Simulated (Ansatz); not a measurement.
WS2: single-point calculation (part 2 of 2)

The same run, continued: WS2 (R3m, 48 atoms in the cell); DFT PBE, scalar-relativistic, plane waves, PAW, no spin polarisation (Ansatz 0.2.0); cutoff 420 eV, 2×2×2 k-mesh, Gaussian smearing of 0.01 eV. The structure derives from a Materials Project entry. It belongs to a series of runs on one base structure; here: the perfect crystal in a cell of 48 atoms.

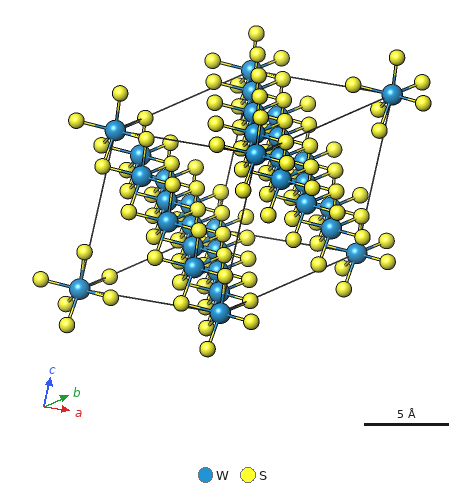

*The structure (ball-and-stick view of the cell of the calculation, seen at an oblique angle; bonded neighbours outside the cell are drawn too). An atom can appear more than once, as a periodic image.*

Output, continued
```
--- Forces (eV/Å), atoms counted from 1 ---
  atom   1  W     -0.00000000     0.00000000     0.00003584
  atom   2  W     -0.00000000     0.00000000     0.00003584
  atom   3  W      0.00000000     0.00000000     0.00003584
  atom   4  W     -0.00000000     0.00000000     0.00003584
  atom   5  W     -0.00000000     0.00000000     0.00003584
  atom   6  W      0.00000000     0.00000000     0.00003584
  atom   7  W     -0.00000000     0.00000000     0.00003584
  atom   8  W     -0.00000000     0.00000000     0.00003584
  atom   9  W     -0.00000000     0.00000000     0.00003584
  atom  10  W     -0.00000000     0.00000000     0.00003584
  atom  11  W     -0.00000000     0.00000000     0.00003584
  atom  12  W     -0.00000000     0.00000000     0.00003584
  atom  13  W     -0.00000000     0.00000000     0.00003584
  atom  14  W      0.00000000     0.00000000     0.00003584
  atom  15  W     -0.00000000     0.00000000     0.00003584
  atom  16  W     -0.00000000     0.00000000     0.00003584
  atom  17  S     -0.00000000     0.00000000     0.00098777
  atom  18  S     -0.00000000     0.00000000     0.00098777
  atom  19  S     -0.00000000     0.00000000     0.00098777
  atom  20  S     -0.00000000     0.00000000     0.00098777
  atom  21  S     -0.00000000     0.00000000     0.00098777
  atom  22  S     -0.00000000     0.00000000     0.00098777
  atom  23  S     -0.00000000     0.00000000     0.00098777
  atom  24  S     -0.00000000     0.00000000     0.00098777
  atom  25  S     -0.00000000     0.00000000     0.00098777
  atom  26  S     -0.00000000     0.00000000     0.00098777
  atom  27  S     -0.00000000     0.00000000     0.00098777
  atom  28  S     -0.00000000     0.00000000     0.00098777
  atom  29  S     -0.00000000     0.00000000     0.00098777
  atom  30  S     -0.00000000     0.00000000     0.00098777
  atom  31  S     -0.00000000     0.00000000     0.00098777
  atom  32  S      0.00000000     0.00000000     0.00098777
  atom  33  S     -0.00000000    -0.00000000    -0.00098421
  atom  34  S     -0.00000000    -0.00000000    -0.00098421
  atom  35  S      0.00000000    -0.00000000    -0.00098421
  atom  36  S     -0.00000000    -0.00000000    -0.00098421
  atom  37  S     -0.00000000    -0.00000000    -0.00098421
  atom  38  S     -0.00000000    -0.00000000    -0.00098421
  atom  39  S      0.00000000    -0.00000000    -0.00098421
  atom  40  S     -0.00000000    -0.00000000    -0.00098421
  atom  41  S      0.00000000    -0.00000000    -0.00098421
  atom  42  S     -0.00000000    -0.00000000    -0.00098421
  atom  43  S      0.00000000    -0.00000000    -0.00098421
  atom  44  S     -0.00000000    -0.00000000    -0.00098421
  atom  45  S     -0.00000000    -0.00000000    -0.00098421
  atom  46  S     -0.00000000    -0.00000000    -0.00098421
  atom  47  S      0.00000000    -0.00000000    -0.00098421
  atom  48  S     -0.00000000    -0.00000000    -0.00098421
  max |Σ_I F_I| component: 6.30e-4 eV/Å
--- Stress (GPa, compression-positive) ---
        0.001887       0.000000       0.000000
        0.000000       0.001887       0.000000
        0.000000       0.000000       0.008843
  P = ⅓ Tr σ = 0.0042 GPa (0.042 kbar)
--- Band table (eV) ---
  k-point 0: bands = ["-66.0763", "-66.0682", "-66.0682", "-66.0682", "-66.0682", "-66.0682", "-66.0682", "-66.0600", "-66.0600", "-66.0600", "-66.0600", "-66.0600", "-66.0600", "-66.0600", "-66.0600", "-66.0600", "-30.5258", "-30.5258", "-30.5258", "-30.4659", "-30.4659", "-30.4659", "-30.4659", "-30.4659", "-30.4659", "-30.3654", "-30.3654", "-30.3654", "-30.3654", "-30.3654", "-30.3654", "-30.3482", "-30.3393", "-30.3393", "-30.3393", "-30.3393", "-30.3393", "-30.3393", "-30.3182", "-30.3182",
      "-30.3182", "-30.3182", "-30.3182", "-30.3182", "-30.2880", "-30.2880", "-30.2880", "-30.2880", "-30.2880", "-30.2880", "-30.2879", "-30.2879", "-30.2879", "-30.2775", "-30.2775", "-30.2775", "-30.2391", "-30.2391", "-30.2391", "-30.2391", "-30.2391", "-30.2391", "-30.2004", "-30.2004", "-6.8364", "-5.9277", "-5.9277", "-5.9277", "-5.9160", "-5.9160", "-5.9160", "-5.2129", "-4.8890", "-4.8890", "-4.8890", "-4.8698", "-4.8698", "-4.8698", "-4.7710", "-4.7710",
      "-4.7710", "-4.7710", "-4.7710", "-4.7710", "-4.7404", "-4.7404", "-4.7404", "-4.4756", "-4.4756", "-4.4756", "-4.4517", "-4.4517", "-4.4517", "-4.4517", "-4.4517", "-4.4517", "1.4441", "1.4441", "1.4441", "1.5758", "2.2200", "2.2200", "2.2200", "2.2200", "2.2200", "2.2200", "2.3956", "2.3956", "2.3956", "2.4926", "2.4926", "2.4926", "2.6681", "2.6681", "2.6681", "2.6681", "2.6681", "2.6681", "2.7821", "2.7821",
      "2.7821", "3.4055", "3.4055", "3.4055", "3.4285", "3.4285", "3.4285", "3.4975", "3.4975", "3.4975", "3.7653", "3.7653", "3.7653", "3.7653", "3.7653", "3.7653", "4.0141", "4.0141", "4.0141", "4.0991", "4.0991", "4.0991", "4.3753", "4.3753", "4.3753", "4.3753", "4.3753", "4.3753", "4.4963", "4.4963", "4.4963", "4.5958", "4.5958", "4.5958", "4.5958", "4.5958", "4.5958", "5.0481", "5.0481", "5.2158",
      "5.2158", "5.2158", "5.2189", "5.2189", "5.2189", "5.7709", "5.7709", "5.7709", "5.7769", "5.8804", "5.8804", "5.8804", "5.8837", "5.8837", "5.8837", "5.9811", "5.9811", "5.9811", "5.9811", "5.9811", "5.9811", "6.1471", "6.1471", "6.1471", "6.2723", "6.2723", "6.3446", "6.3446", "6.3446", "6.6172", "6.6172", "6.6172", "6.9728", "6.9728", "6.9728", "7.0168", "7.0168", "7.0168", "7.0643", "7.0643",
      "7.0643", "7.2954", "7.2954", "7.2954", "7.2954", "7.2954", "7.2954", "7.8868", "10.0389", "10.0389", "10.0389", "10.3015", "10.3015", "10.3015", "10.3015", "10.3015", "10.3015", "10.3755", "10.3755", "10.3755", "10.4172", "10.4172", "10.4172", "10.4304", "10.4304", "10.4304", "10.7189", "10.7189", "10.7189", "10.7609", "10.7609", "10.9102", "10.9102", "10.9515", "10.9515", "10.9515", "11.1423", "11.1423", "11.1423", "11.1423",
      "11.1423", "11.1423", "11.1465", "11.1465", "11.1465", "11.1647", "11.1647", "11.1647", "11.3181", "11.3181", "11.3181", "11.3181", "11.3181", "11.3181", "11.9066", "11.9066"]
  k-point 1: bands = ["-66.0739", "-66.0739", "-66.0699", "-66.0699", "-66.0641", "-66.0641", "-66.0641", "-66.0641", "-66.0624", "-66.0624", "-66.0600", "-66.0600", "-66.0600", "-66.0600", "-66.0583", "-66.0583", "-30.5007", "-30.5007", "-30.5007", "-30.5007", "-30.4793", "-30.4793", "-30.4696", "-30.4696", "-30.4294", "-30.4294", "-30.4294", "-30.4294", "-30.3771", "-30.3771", "-30.3394", "-30.3394", "-30.3262", "-30.3262", "-30.3244", "-30.3244", "-30.3036", "-30.3036", "-30.3036", "-30.3036",
      "-30.3031", "-30.3031", "-30.3031", "-30.3031", "-30.2968", "-30.2968", "-30.2879", "-30.2879", "-30.2879", "-30.2879", "-30.2817", "-30.2817", "-30.2756", "-30.2756", "-30.2755", "-30.2755", "-30.2663", "-30.2662", "-30.2492", "-30.2492", "-30.2365", "-30.2365", "-30.2117", "-30.2117", "-6.5919", "-6.5795", "-6.1268", "-6.1268", "-5.3900", "-5.3900", "-5.3801", "-5.3801", "-5.1332", "-5.1314", "-5.1301", "-5.1084", "-4.9525", "-4.9525", "-4.7590", "-4.7590",
      "-4.7526", "-4.7526", "-4.6905", "-4.6905", "-4.6767", "-4.6767", "-4.6043", "-4.6025", "-4.4865", "-4.4865", "-4.4675", "-4.4675", "-4.4599", "-4.4599", "-4.3412", "-4.3412", "1.7676", "1.7676", "1.7787", "1.7787", "1.8110", "1.8780", "1.8825", "1.9379", "2.2665", "2.2665", "2.2756", "2.2756", "2.3652", "2.3652", "2.3674", "2.3674", "2.3948", "2.3948", "2.7161", "2.7161", "2.7287", "2.7287", "3.1492", "3.1565",
      "3.3830", "3.3830", "3.4426", "3.4426", "3.4766", "3.4959", "3.4987", "3.4987", "3.5215", "3.5215", "3.5651", "3.5651", "3.6113", "3.6113", "3.6276", "3.6276", "3.6425", "3.6425", "4.2598", "4.2598", "4.4321", "4.4321", "4.4342", "4.4356", "4.4446", "4.4446", "4.4590", "4.4590", "4.4946", "4.4946", "4.5029", "4.5029", "4.5765", "4.5765", "4.6858", "4.6892", "4.9702", "5.0144", "5.0144", "5.1708",
      "5.2914", "5.2917", "5.5575", "5.5575", "5.5617", "5.5617", "5.6155", "5.6155", "5.6199", "5.6199", "5.6204", "5.6204", "5.6298", "5.6298", "5.8231", "5.8231", "5.8645", "5.8929", "5.8929", "5.9029", "5.9033", "5.9059", "6.2587", "6.2587", "6.3467", "6.3467", "6.4241", "6.4300", "6.4313", "6.6305", "6.6305", "6.6371", "6.7064", "6.7156", "6.9805", "6.9805", "6.9825", "6.9825", "7.2419", "7.2419",
      "7.2628", "7.2628", "7.3005", "7.3005", "7.5958", "7.7080", "7.7080", "7.8088", "9.9343", "9.9343", "9.9631", "9.9631", "10.0433", "10.0433", "10.1497", "10.1497", "10.3263", "10.4920", "10.4920", "10.5000", "10.5000", "10.5097", "10.5175", "10.5197", "10.5724", "10.5724", "10.6184", "10.6617", "10.6652", "10.6701", "10.6934", "10.6934", "10.7033", "10.7057", "10.7354", "10.7354", "10.8070", "10.8070", "11.0783", "11.0783",
      "11.1099", "11.1099", "11.1595", "11.1595", "11.1966", "11.1996", "11.2468", "11.2468", "11.3267", "11.3267", "11.6865", "11.7213", "11.7213", "11.7236", "11.7546", "11.7546"]
```

Key numbers

| quantity | value |
| --- | --- |
| outcome | converged |
| space group (tolerance 0.01 Å) | R3m (160) |
| electrons treated | 416 |
| free energy | −195063.0603 eV |
| Fermi energy | 8.911 eV |
| gap on the k-point mesh | 2.05 eV |
| pressure | 0.00 GPa |
| largest force (length of the vector) | 0.001 eV/Å |
| hardware | 4 threads of Intel Xeon (Sapphire Rapids), 32 GiB of memory available, shared host |
| wall time | 33 s (CPU time 1.7 min) |
| peak memory | 2.7 GiB |

Notes

Spin–orbit coupling is left out, which matters for W.
